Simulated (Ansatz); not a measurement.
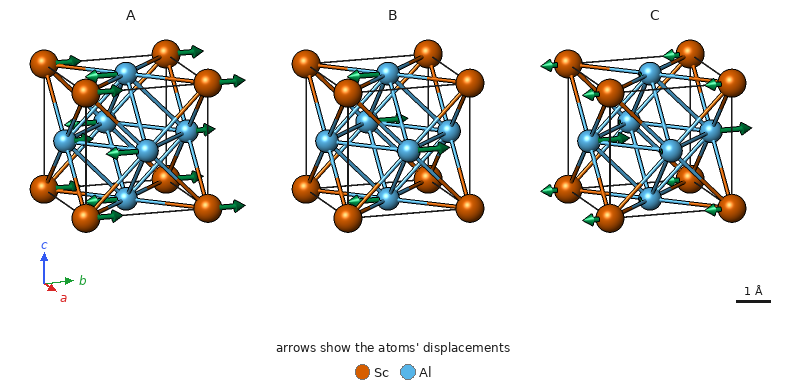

Modes of a crystal of ScAl3 relaxed at 22 GPa, space group Pm-3m (No. 221), at the zone centre (one member of each degenerate set). The green arrows give the relative displacements of the atoms. Style: ball-and-stick. Shown: the cell of the calculation, slightly off an axis.

These are results of Ansatz 0.2.0, DFT PBEsol, scalar-relativistic, plane waves, PAW, not measurements.

The frequencies depend somewhat on the k-mesh and the smearing.

Which are infrared-active and which Raman-active?

Answer. A is T₁u, infrared-active by symmetry (434 cm⁻¹). B is T₂u, silent by symmetry (neither infrared- nor Raman-active) (330 cm⁻¹). C is T₁u, infrared-active by symmetry (313 cm⁻¹). The crystal has a centre of inversion, so no mode is both. In a metal the free carriers screen the infrared response.
